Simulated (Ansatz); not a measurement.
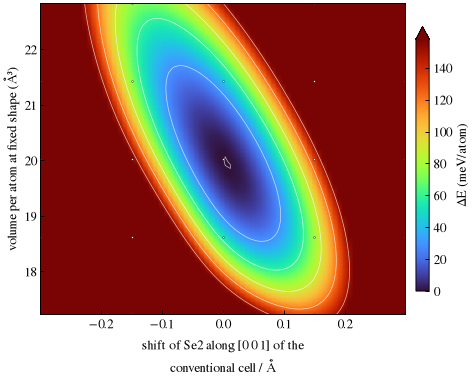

WSe₂ (P-6m2, No. 187; 3 atoms in the cell). The energy is mapped over a free internal coordinate and the cell. Coordinates scanned: (1) shift of Se2 along [0 0 1] of the conventional cell, Cartesian (0 0 1), its symmetry partners moved as symmetry demands (measured in the relaxed cell); (2) volume per atom at fixed shape. Nothing is relaxed (all other coordinates fixed). The grid has 5 × 5 points. Points are written as (first, second). All energies are given in meV/atom relative to the lowest grid point. The band gap closes in part of the range. All numbers below come from DFT LDA+D3(BJ), scalar-relativistic, plane waves, PAW in Ansatz 0.2.0. Settings: cutoff 420 eV, k-mesh 12×12×4 in the order of the run's cell vectors, gaussian smearing 0.05 eV, no spin polarisation.

The picture shows a smooth colour map with a few white contour lines, dots at the grid points, one colour for all values above the top of the scale. Between grid points the surface is interpolated.

> Where is the minimum, and how stiff is the well along each coordinate?

The interpolated minimum is at the first coordinate ≈ 0.00 Å, volume per atom at fixed shape ≈ 20.03 Å³. The curvatures there are about 39 eV/Å² and 0.14 eV/(Å³)², with a cross term of about 1.7 eV/(Å·Å³) (per cell of 3 atoms). Round the minimum the valley is strongly tilted: raising the first coordinate shifts the best value of volume per atom at fixed shape downwards (coupling k₁₂/√(k₁₁k₂₂) about 0.7).

PAW datasets: the set soft_1.
